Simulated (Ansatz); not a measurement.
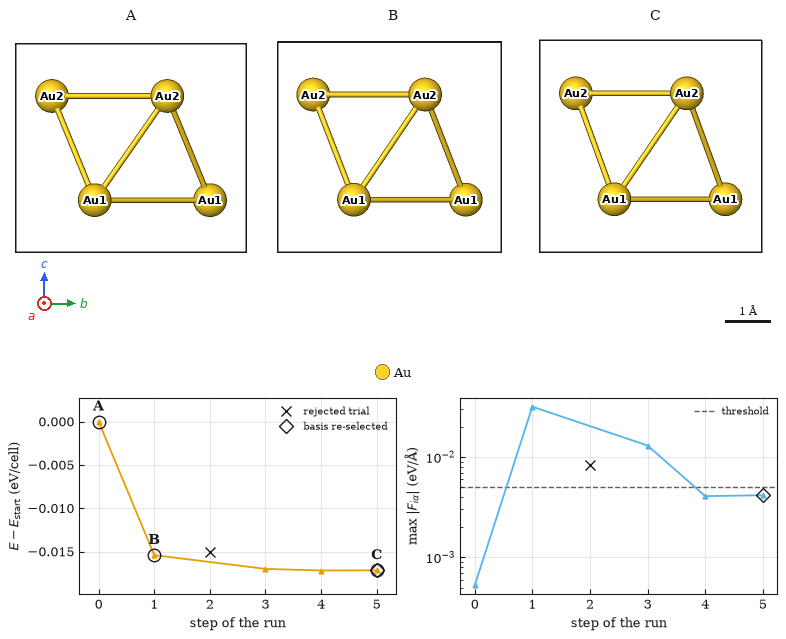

Frames of a relaxation of a crystal of Au (set up in Cmcm), marked on the history of the run. A ball-and-stick model of the conventional cell (2 times the calculation's cell), seen along the a axis. Lengths and directions refer to the drawn axes.

All numbers below come from DFT LDA, scalar-relativistic, plane waves, PAW in Ansatz.

Input
```yaml
crystal:
  lattice:
    - [1.3764542966, -2.5872803206, 0.0]
    - [1.3764542966, 2.5872803206, 0.0]
    - [0.0, 0.0, 4.6729754725]
  atoms:
    - { symbol: Au, position: [0.6572657072, 0.3427342928, 0.25] }
    - { symbol: Au, position: [0.3427342928, 0.6572657072, 0.75] }
basis:
  ecutwfc: 420
kpoints:
  mp_grid: { grid: [18, 18, 10] }
hamiltonian:
  xc: lda
scf:
  occupations: { method: gaussian, width: 0.1 }
output:
  forces: true
  stress: true
  eigenvalues: true
relax:
  adjacent_minimum: "off"
  f_tol: 0.005
  max_steps: 80
  cell: { stress_tol: 0.05 }
```

Run as
```bash
ansatz run input.yaml --threads 1 --pin off --max-ram 3072MiB --backend cpu --events-out ev --progress --plain --runs-dir out
```

**What happens along the run?**

The largest moves relative to the cell, 0.030 Å, are those of Au1 and Au2. Au1 goes along −b. Cell: a 2.753 → 2.803 Å (+1.8 %), b 5.175 → 4.980 Å (−3.8 %), c 4.673 → 4.752 Å (+1.7 %). Volume −0.3 %. Near-neighbour distances that change, for instance: Au1–Au1 2.931 → 2.858 Å, Au1–Au1 (another image) 2.753 → 2.803 Å, Au1–Au2 2.847 → 2.880 Å, Au1–Au2 (another image) 2.877 → 2.891 Å. The space group stays Cmcm (No. 63). After 3 accepted moves (5 points after the start) the energy has fallen by 17.2 meV per cell of the calculation. The largest force component goes from 0.00052 to 0.0042 eV/Å. The pressure goes from −0.01 to 0.02 GPa. The line search rejected the trial step at point 2 of the run. At 1 point the geometry stayed and the basis and grid were re-selected for the new cell (energy shift of less than 0.05 meV per cell of the calculation at most each time). Cost: 120 s on 1 thread of Arm Neoverse V2, on a shared host, peak memory 0.58 GiB. From step 0 to 1: volume −0.7 %, energy −15.4 meV per cell of the calculation. From step 1 to 5: Au atoms move most (0.02 Å), volume +0.4 %, energy −1.8 meV per cell of the calculation.
